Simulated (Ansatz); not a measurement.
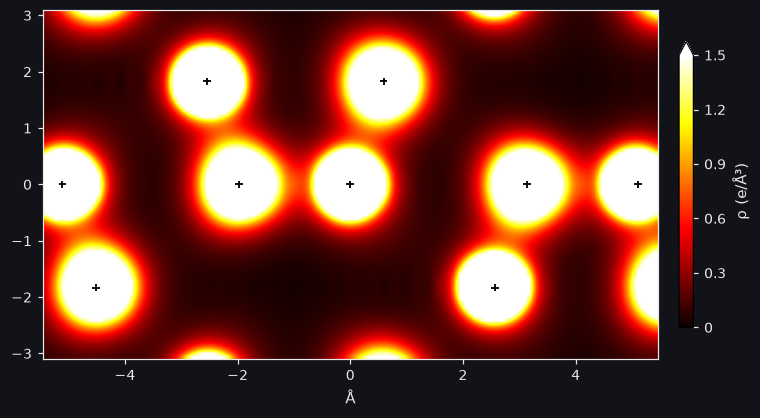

The valence charge density (pseudo) on a plane through atoms (crosses mark nuclei in the plane).

Method: Kohn-Sham DFT of a periodic cell, r2SCAN, Ansatz PAW (Ansatz).

Candidates:
A. ZrO$_{2}$, a = 5.09 Å, b = 5.09 Å, c = 5.09 Å, α = 90.00°, β = 90.00°, γ = 90.00°. Space group Fm-3m; a structure from a database of computed crystals, not necessarily the ambient phase.
B. GaN, a = 3.17 Å, b = 3.17 Å, c = 10.22 Å, α = 90.00°, β = 90.00°, γ = 120.00°. Space group P6₃mc; a structure from a database of computed crystals, not necessarily the ambient phase; not relaxed (largest force 0.5 eV/Å).

Q: Which candidate gave the map?

A: Candidate B: GaN on the (110) plane of the conventional cell, which holds Ga and N. Ga–N (1.92 Å): ρ is about 0.8 e/Å³ halfway. Ga–N (1.97 Å): the density is about 0.74 e/Å³ at the midpoint.
